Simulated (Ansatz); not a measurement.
```
CELL_PARAMETERS angstrom
5.76158 0.00000 0.00000
0.00000 -5.76158 0.00000
0.00000 0.00000 -5.76158
ATOMIC_POSITIONS crystal
Ge 0.50000 0.00000 0.00000
Ge 0.00000 0.50000 0.00000
Ge 0.00000 0.00000 0.50000
Ge 0.50000 0.50000 0.50000
Ge 0.75000 0.75000 0.75000
Ge 0.25000 0.25000 0.75000
Ge 0.25000 0.75000 0.25000
Ge 0.75000 0.25000 0.25000
N 0.08333 0.62500 0.62500
```

Not relaxed (largest force 1.0 eV/Å); computed without spin polarisation; PAW files of the earlier set (soft_1).

The calculation used Ansatz 0.2.0, DFT PBE, scalar-relativistic, plane waves, PAW.

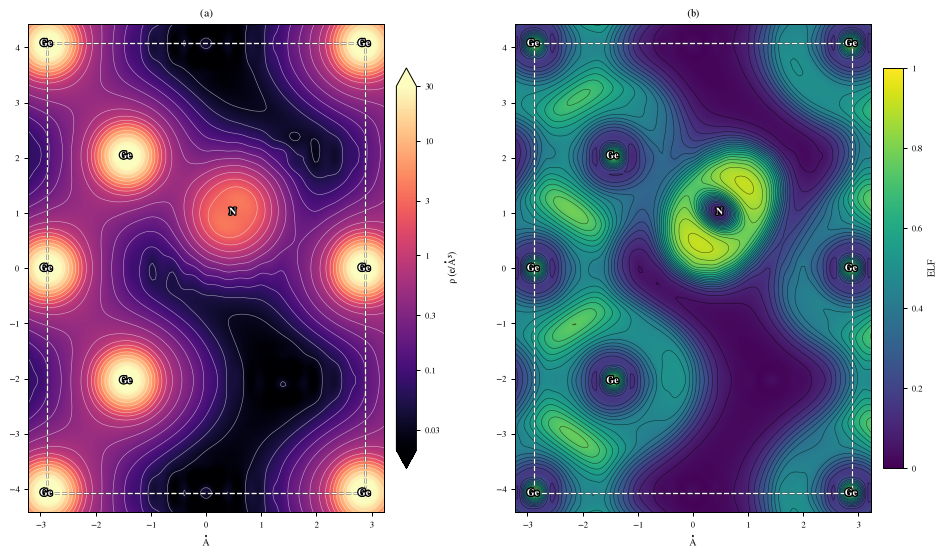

Ge8N (distorted or defective cell). (a) valence electron density; (b) electron localisation function on the (011̄) plane of the calculation cell.

Q: What do the fields say about this system?

A: The section cuts through Ge and N sites.
Ge–N (2.17 Å): ρ at the midpoint is about 0.49 e/Å³; the ELF peaks at about 0.75 in the valence shell of N, 0.7 Å from its nucleus, and is about 0.40 at the midpoint.
Ge–Ge (2.49 Å): the density is about 0.45 e/Å³ at the midpoint; the ELF peaks at about 0.70 between the atoms.
Between the atoms the lowest density in this plane is 0.004 e/Å³.
The features right at Ge lie inside the PAW spheres, where the map follows smoothed inner orbitals and isn't to be read closely.

Q: Does the calculation make it a metal, or give it a gap?

A: It is metallic or semimetallic at this level of theory: no gap opens.
